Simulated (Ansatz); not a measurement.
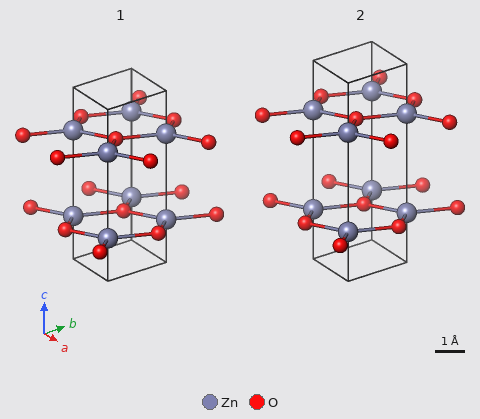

Two geometries of solid ZnO (set up in P6_3/mmc), drawn at one scale. One is the start of a relaxation, the other its converged end. Style: ball-and-stick. Shown: the cell of the calculation, slightly off an axis.

The calculation used Ansatz, DFT PBE+D3(BJ), scalar-relativistic, plane waves, PAW. Settings: plane-wave cutoff 420 eV; k-point mesh 12 × 12 × 4; occupations gaussian; smearing width 0.02 eV; no spin polarisation; cell and atoms relaxed; force threshold 0.005 eV/Å; at most 80 steps.

Which one is relaxed?

Structure 1 is the relaxed one. No atom moves by more than 0.005 Å relative to the cell. The drawn cell changes as follows: a = b 3.288 → 3.266 Å (−0.7 %), c 7.130 → 6.169 Å (−13.5 %); the volume changes by −14.6 %. Near-neighbour distances that change, for instance: O–Zn 1.898 → 1.886 Å. The space group stays P6_3/mmc (No. 194). Over 7 accepted moves (10 points after the start) the energy falls by 67.7 meV per cell of the calculation. All forces vanish by symmetry, so only the cell relaxes. The pressure goes from −2.33 to −0.01 GPa. At 3 points the geometry stayed and the basis and grid were re-selected for the new cell (energy shift of 11.8 meV per cell of the calculation at most each time). The run took 18 s on 1 thread of AMD EPYC 9R45 96-Core Processor (Zen 5), on a shared host, peak memory 0.43 GiB.
